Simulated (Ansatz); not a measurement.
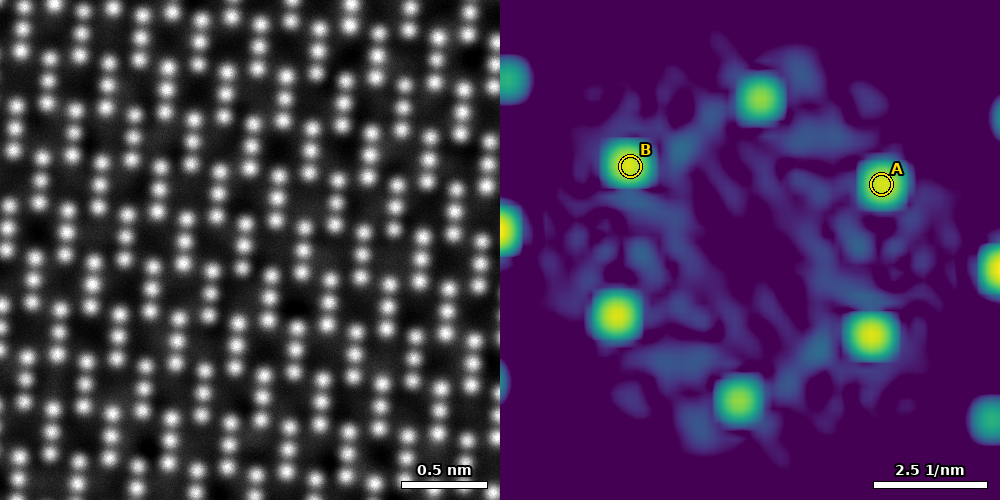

Dark-field STEM-like image of a crystal. Simulated incoherent Z contrast: every atom adds Z^1.7 spread by a probe of 0.82 Å full width; channelling and multiple scattering are left out. The probe carries 15 % of its weight in a tail 2.5 times as wide. Shot noise and the speckle of an amorphous layer were added.

The right panel is the modulus of the image's Fourier transform on a logarithmic scale.

Which lattice spacings do the marked spots stand for, and what angle do A and B enclose?

Answer. A: 3.1 Å, B: 3.1 Å; A and B enclose about 119°.

The crystal is Sm (R-3m, No. 166) along [211]; the spots are (-1 1 1) and (0 -1 1). Atomic positions: the input geometry of a calculation.
